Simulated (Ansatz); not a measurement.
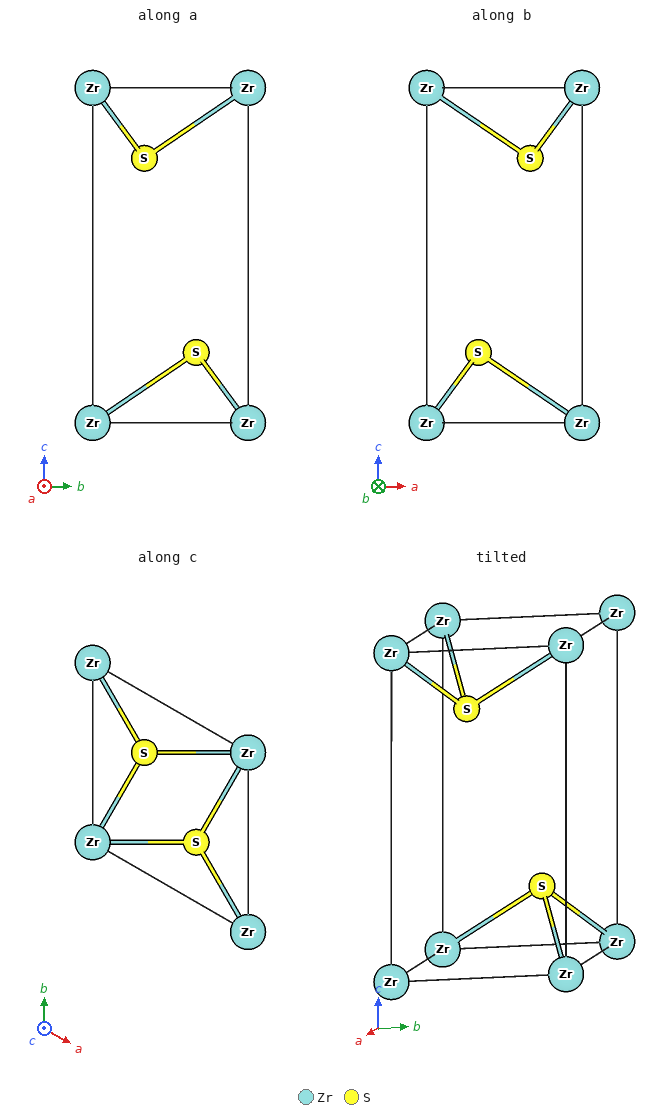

View along the a axis, along the b axis, along the c axis and slightly off an axis, drawn as a ball-and-stick model. One conventional unit cell is framed, with atoms on its boundary repeated.

Lattice parameters: a = 3.688 Å, b = 3.688 Å, c = 6.883 Å, α = 90.00°, β = 90.00°, γ = 120.00°.

From the views, write a table of Wyckoff sites, with free fractional coordinates to two decimals.

Answer. Space group P-3m1 (No. 164).
```json
{"atom": "Zr", "site": "1a", "x": "0.00", "y": "0.00", "z": "0.00"}
{"atom": "S", "site": "2d", "x": "0.3333", "y": "0.6667", "z": "0.21"}
```

The initial geometry was a structure type known for this compound. It was relaxed at fixed volume with Ansatz, DFT PBE, scalar-relativistic, plane waves, PAW.
